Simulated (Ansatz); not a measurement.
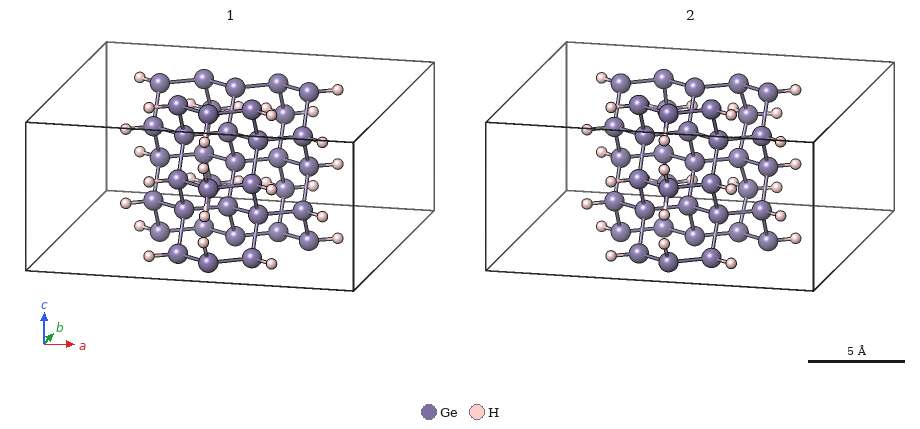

Two geometries of a wire of composition Ge$_{15}$H$_{12}$, drawn at one scale. One is the start of a relaxation, the other its converged end. A ball-and-stick model of the 2 repeat of the cell, with the vacuum cut short (origin shifted), seen slightly off an axis.

Method: DFT, PBEsol, PAW, plane waves in Ansatz. Set-up: plane-wave cutoff 420 eV; k-point mesh 1 × 1 × 8; no spin polarisation; atoms relaxed in a fixed cell; force threshold 0.03 eV/Å; at most 80 steps.

**Which geometry has the lower energy?**

Structure 2 is the relaxed one. An H atom moves most relative to the layer's centre: 0.42 Å. Largest moves by element: H 0.42 Å, Ge 0.22 Å. The cell stays as it was. Some distances before and after: Ge–H 1.635 → 1.547 Å, Ge–Ge 2.502 → 2.430 Å, Ge–H 1.615 → 1.552 Å, Ge–Ge 2.478 → 2.422 Å. Bond angles that change, for instance: H–Ge–H 111.4° → 105.6°, Ge–Ge–Ge 110.1° → 106.4°, H–Ge–H 111.3° → 107.7°. After 6 geometry steps the energy has fallen by 0.517 eV per cell of the calculation. Largest force component: 1.2 eV/Å at the start, 0.0062 eV/Å at the end. Cost: 6.4 s on 1 × NVIDIA GB200 with 8 threads of Arm Neoverse-V2, peak memory 2.1 GiB.
